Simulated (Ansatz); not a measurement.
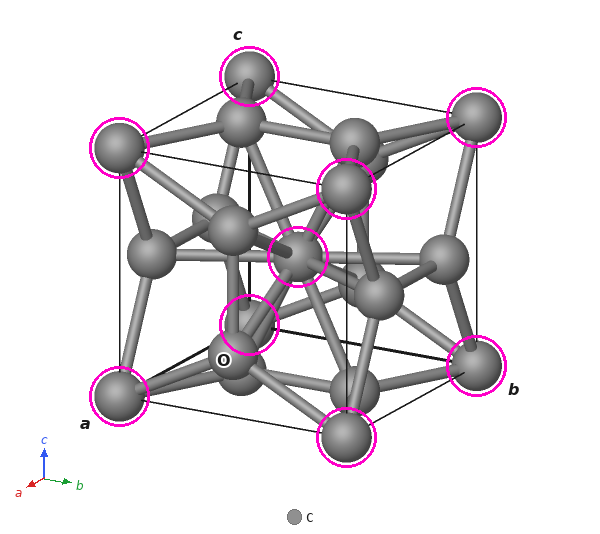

Crystal: C, the geometry relaxed with Ansatz, DFT, r2SCAN, plane waves (500 eV) with PAW, scalar-relativistic; the starting structure was generated, so it need not be a known form of this composition. One unit cell; the ringed atoms, with their copies on corners, edges and faces, form one crystallographic orbit. The drawing is computed from the coordinates (standard cell, symmetry found to 0.002 Å).

a = 3.896 Å, b = 3.896 Å, c = 3.896 Å, α = 90.00°, β = 90.00°, γ = 90.00°; space group No. 223, Pm-3n.

> Which Wyckoff position do the ringed atoms fill?

C on 2a, site symmetry m-3.: 48 operations a cell over 24 that keep the site give 2 atoms, with 0 free parameters.

> List their coordinates.

(0, 0, 0); (1/2, 1/2, 1/2).
